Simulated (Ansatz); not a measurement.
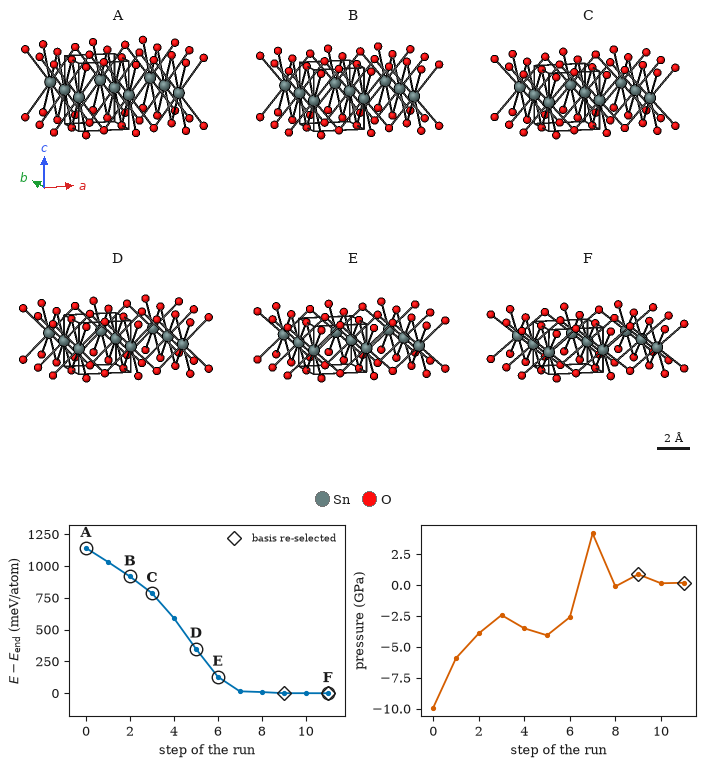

Frames of a relaxation of a crystal of SnO$_{2}$ (a generated structure, set up in P4/mmm) (coarse preliminary run), marked on the history of the run. A ball-and-stick model of the cell of the calculation, repeated 2 × 2 × 1 with one cell outlined, seen slightly off an axis.

The calculation used DFT PBE, scalar-relativistic, plane waves, PAW in Ansatz 0.2.0. (plane-wave cutoff 420 eV; k-point mesh 6 × 6 × 4; occupations gaussian; smearing width 0.1 eV; no spin polarisation; cell and atoms relaxed; force threshold 0.04 eV/Å; at most 70 steps)

> Describe the path.

After 9 accepted moves (11 points after the start) the energy has fallen by 1142 meV per atom. All forces vanish by symmetry, so only the cell relaxes. The pressure goes from −9.92 to 0.19 GPa. At 2 points the geometry stayed and the basis and grid were re-selected for the new cell (energy shift of 8.9 meV per atom at most each time). No atom moves by more than 0.005 Å relative to the cell. The volume changes by −23.1 %, with a = b 3.287 → 3.562 Å (+8.4 %), c 4.356 → 2.854 Å (−34.5 %). Near-neighbour distances that change, for instance: Sn–Sn 4.356 → 2.854 Å, O–Sn 2.728 → 2.282 Å. The space group stays P4/mmm (No. 123). From step 0 to 2: volume −9.3 %, energy −224 meV per atom. From step 2 to 3: volume −3.5 %, energy −131 meV per atom. From step 3 to 5: volume −6.6 %, energy −437 meV per atom. From step 5 to 6: volume −4.2 %, energy −221 meV per atom. From step 6 to 11: volume −1.9 %, energy −130 meV per atom.
